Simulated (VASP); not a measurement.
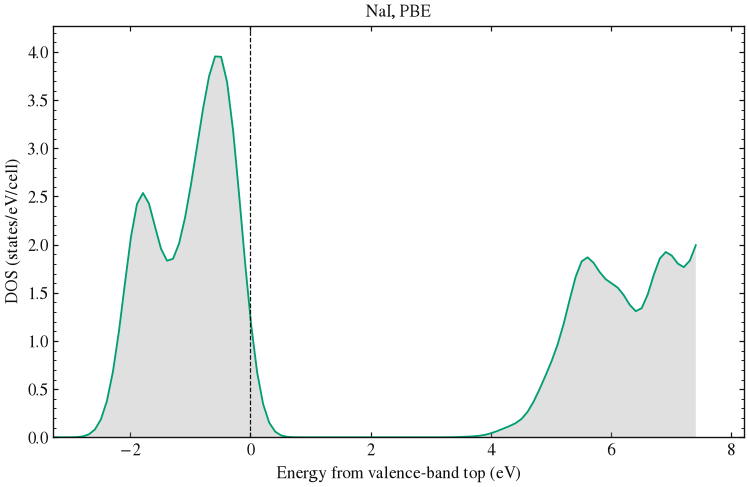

Density of states. Energies are counted from the top of the valence band. The DOS curve is built from the levels of the k mesh with Gaussians 0.55 eV wide, which also blur the band edges; ripples of that width can come from the mesh.

The material is rocksalt NaI, space group Fm-3m, 2 atoms in the primitive cell; cubic a = 6.409 Å.

Computed with VASP 6.6.1: PBE, VASP PAW PBE potentials, release 64 (Na_pv, I), no spin polarisation, no spin-orbit coupling, 8×8×8 k mesh, 520 eV cutoff, Gaussian smearing of 0.03 eV.

Is there a gap at the Fermi level, and how wide?

There is a gap; over the k points computed it is 3.72 eV (direct to within 0.02 eV).

Where is the tallest peak of the filled states in the window?

Within the window shown, the tallest peak of the filled states lies 0.6 eV under the valence-band top, at about 4 states per eV and cell.

Spin-orbit coupling is left out, which matters for I. LDA, GGA and most meta-GGA functionals understate gaps. The cell was derived from a database entry in an earlier step, so it needn't be the measured one.
